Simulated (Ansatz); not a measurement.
# TiSi$_{16}$: geometry relaxation (part 2 of 2)

The same run, continued: TiSi$_{16}$ (defect cell, 17 atoms in the cell); DFT PBE, scalar-relativistic, plane waves, PAW, PAW set soft_1, no spin polarisation (Ansatz 0.2.0); cutoff 420 eV, 2×2×2 k-mesh, Gaussian smearing of 0.02 eV. It belongs to a series of runs on one base structure; here: end point A relaxed.

Geometry of the input (Å; fractional positions):
```
0.0000  5.4300  5.4300
5.4300  0.0000  5.4300
5.4300  5.4300  0.0000
Si 0.0000  0.0000  0.0000
Si 0.1250  0.1250  0.1250
Si -0.0000  0.0000  0.5000
Si 0.1250  0.1250  0.6250
Si -0.0000  0.5000  0.0000
Si 0.1250  0.6250  0.1250
Si -0.0000  0.5000  0.5000
Si 0.1250  0.6250  0.6250
Si 0.5000  -0.0000  0.0000
Si 0.6250  0.1250  0.1250
Si 0.5000  0.0000  0.5000
Si 0.6250  0.1250  0.6250
Si 0.5000  0.5000  0.0000
Si 0.6250  0.6250  0.1250
Si 0.5000  0.5000  0.5000
Si 0.6250  0.6250  0.6250
Ti 0.0621  0.3236  0.7928
```

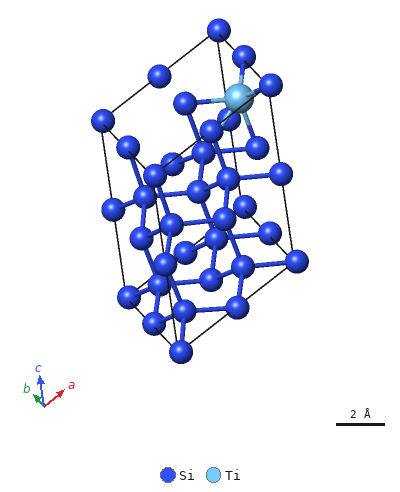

*The geometry at step 8 of the log (ball-and-stick view of the cell of the calculation, seen slightly off an axis).*

**Output, continued**
```
--- Forces (eV/Å), atoms counted from 1 ---
  atom   1  Si    -0.00013046    -0.00311042    -0.00114123
  atom   2  Si     0.00091780     0.00005131     0.00108080
  atom   3  Si     0.00005238    -0.00017779    -0.00056339
  atom   4  Si    -0.00020453     0.00031632    -0.00181019
  atom   5  Si     0.00002416    -0.00196964    -0.00078747
  atom   6  Si     0.00110510     0.00255490     0.00106644
  atom   7  Si    -0.00027756     0.00010515    -0.00201578
  atom   8  Si     0.00271253     0.00130234     0.00067232
  atom   9  Si    -0.00113696    -0.00109523     0.00102538
  atom  10  Si    -0.00113552     0.00020464    -0.00002766
  atom  11  Si     0.00055151     0.00168890     0.00187764
  atom  12  Si     0.00093654    -0.00020435    -0.00076274
  atom  13  Si     0.00006192     0.00100192    -0.00163635
  atom  14  Si    -0.00033116     0.00110795     0.00166562
  atom  15  Si    -0.00180226     0.00126754    -0.00097014
  atom  16  Si     0.00012404    -0.00311860     0.00051092
  atom  17  Ti    -0.00146074     0.00007346     0.00181019
  max |Σ_I F_I| component: 6.81e-6 eV/Å
--- Band table (eV; the first three rows and the last of 8) ---
  k-point 0: bands = ["-49.1967", "-25.5959", "-25.5808", "-25.5677", "-5.0643", "-2.8568", "-2.6360", "-2.6350", "-2.6212", "-1.0887", "-0.9242", "-0.9178", "-0.9164", "-0.9024", "-0.9004", "-0.0878", "-0.0486", "-0.0433", "-0.0374", "3.8948", "3.8959", "3.9233", "4.1936", "4.1941", "4.2022", "4.9377", "4.9491", "5.1266", "5.1328", "5.1354", "5.8523", "5.8607", "5.8792", "6.5964", "6.5992", "6.6058", "7.1566", "7.1867", "7.2176", "7.4643", "7.5183", "7.8421", "8.4294", "8.4378", "8.4418", "8.4959", "8.8252", "8.8335", "8.8351", "9.1302", "9.1528", "10.2736", "10.2738", "10.2875", "10.2944"]
  k-point 1: bands = ["-49.1967", "-25.5959", "-25.5808", "-25.5677", "-4.3536", "-4.1490", "-2.5568", "-2.3367", "-2.3307", "-2.2592", "-2.2014", "-2.1989", "0.3503", "0.4067", "0.4297", "0.5591", "0.5595", "0.6178", "2.6834", "2.9070", "3.1407", "3.1576", "3.2686", "3.4624", "3.4970", "3.5062", "4.2667", "4.2957", "4.7204", "4.7235", "4.8037", "4.9018", "5.6116", "5.6144", "6.2197", "6.2247", "7.2983", "7.5761", "7.6473", "8.0277", "8.0489", "8.4189", "8.8025", "8.8857", "8.9041", "8.9123", "9.8020", "9.9365", "9.9565", "10.5335", "10.5543", "10.8099", "10.8405", "11.3550", "11.3665"]
  k-point 2: bands = ["-49.1967", "-25.5959", "-25.5808", "-25.5677", "-4.3584", "-4.1441", "-2.5529", "-2.3298", "-2.3276", "-2.2548", "-2.2176", "-2.1976", "0.3320", "0.4061", "0.4186", "0.5480", "0.5609", "0.6346", "2.7006", "2.9286", "3.1658", "3.1667", "3.2701", "3.4575", "3.4918", "3.4997", "4.2596", "4.2615", "4.7173", "4.7409", "4.8062", "4.8839", "5.6113", "5.6185", "6.2157", "6.2292", "7.3226", "7.6191", "7.6409", "8.0248", "8.0312", "8.3726", "8.8199", "8.8652", "8.8962", "8.9011", "9.8274", "9.9132", "9.9302", "10.5348", "10.5628", "10.7964", "10.8343", "11.3659", "11.3757"]
  k-point 7: bands = ["-49.1967", "-25.5959", "-25.5808", "-25.5677", "-4.3579", "-4.1444", "-2.5531", "-2.3313", "-2.3280", "-2.2544", "-2.2172", "-2.1973", "0.3336", "0.4077", "0.4191", "0.5481", "0.5620", "0.6337", "2.6986", "2.9263", "3.1637", "3.1648", "3.2692", "3.4581", "3.4916", "3.4990", "4.2625", "4.2628", "4.7166", "4.7410", "4.8066", "4.8847", "5.6106", "5.6197", "6.2157", "6.2295", "7.3207", "7.6171", "7.6425", "8.0263", "8.0315", "8.3756", "8.8190", "8.8660", "8.8994", "8.9008", "9.8246", "9.9145", "9.9322", "10.5338", "10.5627", "10.7961", "10.8383", "11.3636", "11.3735"]
--- Relaxed structure (12 steps of the walk, 12 accepted, 0 SCFs on fresh bases) ---
  F+E_penalty+E_count = -12670.21674427 eV   max|allowed force component| = 3.119e-3 eV/Å
  atoms:
    - { symbol: Si, position: [0.01497396859110594, -0.01858475277470499, -0.000927982175606578] }
    - { symbol: Si, position: [0.13763270517964446, 0.12023203152167847, 0.12180950521506972] }
    - { symbol: Si, position: [0.004190144760125978, 0.00026764074543057315, 0.4955699656936739] }
    - { symbol: Si, position: [0.1380128603172632, 0.11635365752340307, 0.6181848029520068] }
    - { symbol: Si, position: [0.014719362047050433, 0.5047197568087871, -0.0011589022514792435] }
    - { symbol: Si, position: [0.13930546108388964, 0.6183786351004323, 0.12347515538324766] }
    - { symbol: Si, position: [0.01624409508882696, 0.4993410731283434, 0.48538087993622236] }
    - { symbol: Si, position: [0.13798718376102642, 0.6277784272972227, 0.6179621987012432] }
    - { symbol: Si, position: [0.5114087995574235, 0.0002409832938131129, -0.011594356433732106] }
    - { symbol: Si, position: [0.6340505915307324, 0.116344842580348, 0.1221980162550948] }
    - { symbol: Si, position: [0.5117086542141069, -0.0023766638806819174, 0.4959049067768144] }
    - { symbol: Si, position: [0.6336296397770773, 0.12442559133766035, 0.6178197091167148] }
    - { symbol: Si, position: [0.5012188992688962, 0.4993528132684993, 0.0003478122446830545] }
    - { symbol: Si, position: [0.6338070887146948, 0.6277435509389359, 0.12217031664360167] }
    - { symbol: Si, position: [0.5116592293328394, 0.49504737231511753, 0.4958472127090966] }
    - { symbol: Si, position: [0.6338563237321523, 0.624153357677469, 0.6179940267514848] }
    - { symbol: Ti, position: [-0.11234870695685495, 0.37020728311824724, 0.8718525324818648] }
```

**Trajectory as extended XYZ (Å, eV, eV/Å), 6 of the 12 frames kept, from step=1 to step=12**
```
17
Lattice="0.0000 5.4300 5.4300 5.4300 0.0000 5.4300 5.4300 5.4300 0.0000" Properties=species:S:1:pos:R:3:forces:R:3 step=1 energy=-12666.67283
Si    0.0000    0.0000    0.0000   -0.6070   0.5369  -2.3358
Si    1.3575    1.3575    1.3575    0.3998   1.7133  -0.3810
Si    2.7150    2.7150    0.0000    0.0182  -0.0006  -0.0141
Si    4.0725    4.0725    1.3575   -3.7935  -0.9503  -1.1654
Si    2.7150    0.0000    2.7150    2.4796   0.5976   0.6381
Si    4.0725    1.3575    4.0725   -0.0301  -0.0273   0.0298
Si    5.4300    2.7150    2.7150   -1.4630  -4.8479   1.4328
Si    6.7875    4.0725    4.0725    1.2403  -1.0060   3.9813
Si    0.0000    2.7150    2.7150   -0.1236   0.0372   0.1219
Si    1.3575    4.0725    4.0725    0.1385  -0.1183  -0.0197
Si    2.7150    5.4300    2.7150   -0.0394   0.1608   0.1679
Si    4.0725    6.7875    4.0725    0.1195  -0.0804  -0.1219
Si    2.7150    2.7150    5.4300   -0.0965   0.1346   0.0931
Si    4.0725    4.0725    6.7875    0.0189  -0.1199  -0.1402
Si    5.4300    5.4300    5.4300   -0.1761   0.1657   0.0446
Si    6.7875    6.7875    6.7875    0.2018  -0.0773  -0.2001
Ti    6.0624    4.6421    2.0943    1.7128   3.8825  -2.1318
17
Lattice="0.0000 5.4300 5.4300 5.4300 0.0000 5.4300 5.4300 5.4300 0.0000" Properties=species:S:1:pos:R:3:forces:R:3 step=3 energy=-12668.55525
Si   -0.0910    0.0804   -0.1466   -0.1162   0.1206   0.1168
Si    1.4187    1.4757    1.2974    0.0063  -0.0482  -0.0066
Si    2.8152    2.6031   -0.0994    0.0879  -0.0992  -0.0866
Si    3.9480    3.9955    1.2957    0.0819   0.0086   0.0045
Si    2.8626    0.0802    2.8067   -0.1197   0.1196   0.1149
Si    3.9328    1.4881    4.2130   -0.1728   0.1901   0.1718
Si    5.3433    2.5511    2.8024   -0.1140   0.1598   0.1136
Si    6.8503    3.9954    4.1976   -0.0057   0.0098  -0.0854
Si    0.0251    2.7216    2.6906   -0.0404  -0.0364   0.0404
Si    1.3092    4.1145    4.0678   -0.0528   0.0527   0.0525
Si    2.7045    5.3936    2.6877    0.0293   0.0368   0.0449
Si    4.1744    6.6770    3.9713   -0.0021   0.0069   0.0013
Si    2.5755    2.8481    5.5700   -0.0241   0.0174   0.0250
Si    4.0779    4.1144    6.8362   -0.0525   0.0519   0.0527
Si    5.4581    5.3934    5.4408   -0.0449   0.0373  -0.0282
Si    6.7415    6.7716    6.8340   -0.0387   0.0463   0.0388
Ti    6.2162    4.6383    1.9291    0.5783  -0.6737  -0.5700
17
Lattice="0.0000 5.4300 5.4300 5.4300 0.0000 5.4300 5.4300 5.4300 0.0000" Properties=species:S:1:pos:R:3:forces:R:3 step=5 energy=-12669.27375
Si   -0.1305    0.1224   -0.1542   -0.0568   0.0733   0.5489
Si    1.4152    1.4672    1.3005   -0.1443  -0.2659   0.1447
Si    2.8236    2.5965   -0.1080    0.1970  -0.1911  -0.1957
Si    3.9671    3.9953    1.2995    0.2695   0.1697   0.1430
Si    2.8692    0.1216    2.8463   -0.5528   0.0711   0.0525
Si    3.8783    1.5492    4.2669   -0.2604   0.2898   0.2576
Si    5.3087    2.5445    2.8376   -0.0334   0.6141   0.0315
Si    6.8462    3.9951    4.1785   -0.1428   0.1699  -0.2757
Si    0.0226    2.7213    2.6934   -0.0952   0.0537   0.0963
Si    1.2744    4.1461    4.0803   -0.0693   0.0686  -0.1946
Si    2.7038    5.3869    2.6865   -0.0610   0.0939   0.1204
Si    4.1822    6.6624    3.9639   -0.2043   0.2051   0.2034
Si    2.5214    2.8969    5.6246    0.1997  -0.2421  -0.1978
Si    4.0656    4.1461    6.8715    0.1940   0.0672   0.0685
Si    5.4597    5.3866    5.4419   -0.1225   0.0968   0.0635
Si    6.7075    6.7772    6.8683   -0.0260  -0.1990   0.0268
Ti    6.4473    4.4266    1.6966    0.9088  -1.0750  -0.8936
17
Lattice="0.0000 5.4300 5.4300 5.4300 0.0000 5.4300 5.4300 5.4300 0.0000" Properties=species:S:1:pos:R:3:forces:R:3 step=8 energy=-12670.18972
Si   -0.0946    0.0851    0.0017   -0.1513   0.1114  -0.1420
Si    1.3385    1.4292    1.3766   -0.1140  -0.0827   0.1125
Si    2.7110    2.7074    0.0049    0.1519  -0.1161  -0.1549
Si    3.9868    4.0854    1.3737    0.0590   0.0947   0.0945
Si    2.7130    0.0845    2.8103    0.1397   0.1076   0.1514
Si    4.0032    1.4268    4.1415    0.0223  -0.0161  -0.0255
Si    5.3406    2.7117    2.8056   -0.1243  -0.1031   0.1283
Si    6.7717    4.0850    4.1595   -0.0925   0.0912  -0.0549
Si   -0.0420    2.7310    2.7579   -0.0384  -0.0823   0.0373
Si    1.2805    4.1346    4.0698    0.1139  -0.1240   0.1051
Si    2.6823    5.4609    2.7578    0.1033   0.0300   0.0274
Si    4.0590    6.7874    4.0874   -0.0537   0.0390   0.0558
Si    2.6883    2.7326    5.4568    0.1342  -0.1183  -0.1349
Si    4.0754    4.1338    6.8650   -0.1053  -0.1241  -0.1124
Si    5.3882    5.4607    5.4644   -0.0281   0.0295  -0.1045
Si    6.7177    6.7766    6.8588    0.1151   0.1066  -0.1134
Ti    6.7428    4.1095    1.4026   -0.1322   0.1570   0.1305
17
Lattice="0.0000 5.4300 5.4300 5.4300 0.0000 5.4300 5.4300 5.4300 0.0000" Properties=species:S:1:pos:R:3:forces:R:3 step=10 energy=-12670.21651
Si   -0.1032    0.0779   -0.0185   -0.0003  -0.0065   0.0050
Si    1.3141    1.4103    1.3998    0.0017   0.0178  -0.0018
Si    2.6925    2.7184    0.0249   -0.0004  -0.0038   0.0035
Si    3.9916    4.1088    1.3846   -0.0140  -0.0110  -0.0065
Si    2.7317    0.0748    2.8180   -0.0017  -0.0065  -0.0012
Si    4.0290    1.4231    4.1123    0.0024  -0.0054  -0.0003
Si    5.3481    2.7202    2.7995   -0.0003   0.0100  -0.0021
Si    6.7615    4.1065    4.1563    0.0047  -0.0084   0.0108
Si   -0.0620    2.7172    2.7779    0.0065   0.0011  -0.0060
Si    1.2985    4.1060    4.0777   -0.0097  -0.0081  -0.0168
Si    2.6811    5.4725    2.7694    0.0072  -0.0054  -0.0057
Si    4.0308    6.7993    4.1168   -0.0069   0.0117   0.0066
Si    2.7133    2.7170    5.4319   -0.0103   0.0130   0.0134
Si    4.0679    4.1042    6.8466    0.0172  -0.0070   0.0087
Si    5.3775    5.4715    5.4659    0.0059  -0.0044  -0.0042
Si    6.7451    6.7935    6.8317   -0.0004   0.0033  -0.0039
Ti    6.7447    4.1207    1.3994   -0.0016   0.0096   0.0008
17
Lattice="0.0000 5.4300 5.4300 5.4300 0.0000 5.4300 5.4300 5.4300 0.0000" Properties=species:S:1:pos:R:3:forces:R:3 step=12 energy=-12670.21674
Si   -0.1060    0.0763   -0.0196   -0.0001  -0.0031  -0.0011
Si    1.3143    1.4088    1.4002    0.0009   0.0001   0.0011
Si    2.6924    2.7137    0.0242    0.0001  -0.0002  -0.0006
Si    3.9885    4.1062    1.3812   -0.0002   0.0003  -0.0018
Si    2.7343    0.0736    2.8206    0.0000  -0.0020  -0.0008
Si    4.0283    1.4269    4.1142    0.0011   0.0026   0.0011
Si    5.3470    2.7238    2.7996   -0.0003   0.0001  -0.0020
Si    6.7644    4.1048    4.1581    0.0027   0.0013   0.0007
Si   -0.0616    2.7140    2.7783   -0.0011  -0.0011   0.0010
Si    1.2953    4.1064    4.0746   -0.0011   0.0002   0.0000
Si    2.6799    5.4713    2.7657    0.0006   0.0017   0.0019
Si    4.0304    6.7954    4.1162    0.0009  -0.0002  -0.0008
Si    2.7134    2.7235    5.4331    0.0001   0.0010  -0.0016
Si    4.0720    4.1050    6.8502   -0.0003   0.0011   0.0017
Si    5.3806    5.4708    5.4664   -0.0018   0.0013  -0.0010
Si    6.7449    6.7975    6.8310    0.0001  -0.0031   0.0005
Ti    6.7444    4.1241    1.4002   -0.0015   0.0001   0.0018
```

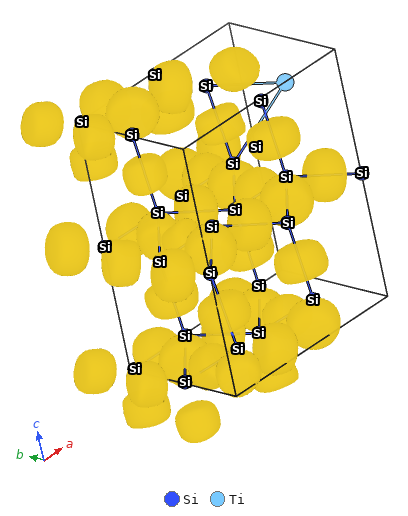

*Isosurface of the electron localisation function at 0.75 (yellow), seen slightly off an axis. Only the valence region is drawn (cores and ρ < 0.01 e/Å³ removed). Sticks mark near contacts. The outline is the calculation cell.*

Ti–Si (2.42 Å): the ELF is about 0.35 at the midpoint. The fields are those of the smooth PAW valence density.

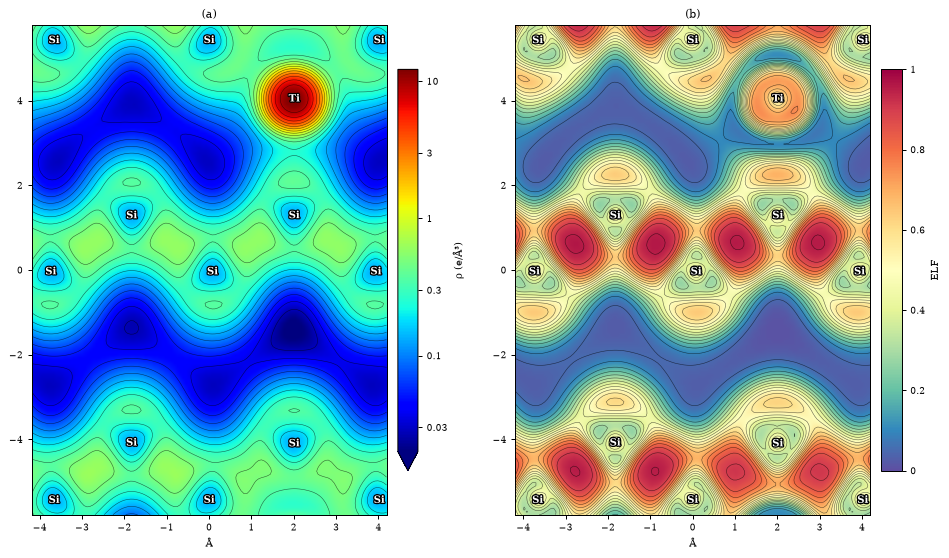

*(a) valence electron density; (b) ELF on the (101̄) plane of the calculation cell.*

Ti–Si (2.44 Å): ρ is about 0.38 e/Å³ halfway; the ELF is about 0.35 at the midpoint. Si–Si (2.41 Å): ρ is about 0.51 e/Å³ halfway, a local maximum along the line; the ELF peaks at about 0.90 between the atoms, which marks localised, shared-pair bonding. Ti–Si (2.76 Å): ρ at the midpoint is about 0.27 e/Å³; the ELF is about 0.40 at the midpoint. Away from the nuclei the density in this plane falls to 0.02 e/Å³ at its lowest. The strong features right at Ti lie inside the PAW spheres (semicore, d or f shells) and say nothing about bonding.

**Key numbers**

```json
{"quantity": "outcome", "value": "converged"}
{"quantity": "electrons treated", "value": "76"}
{"quantity": "free energy", "value": "−12670.2167 eV"}
{"quantity": "Fermi energy", "value": "7.578 eV"}
{"quantity": "final volume", "value": "320.21 Å³"}
{"quantity": "largest force (length of the vector) at the end", "value": "0.003 eV/Å"}
{"quantity": "hardware", "value": "1 thread of Arm Neoverse V2, 24 GiB of memory available, shared host"}
{"quantity": "wall time", "value": "87 s"}
{"quantity": "peak memory", "value": "0.56 GiB"}
```

**Remarks**

The k-point mesh is coarse for a cell of this size, so the results may not be converged.
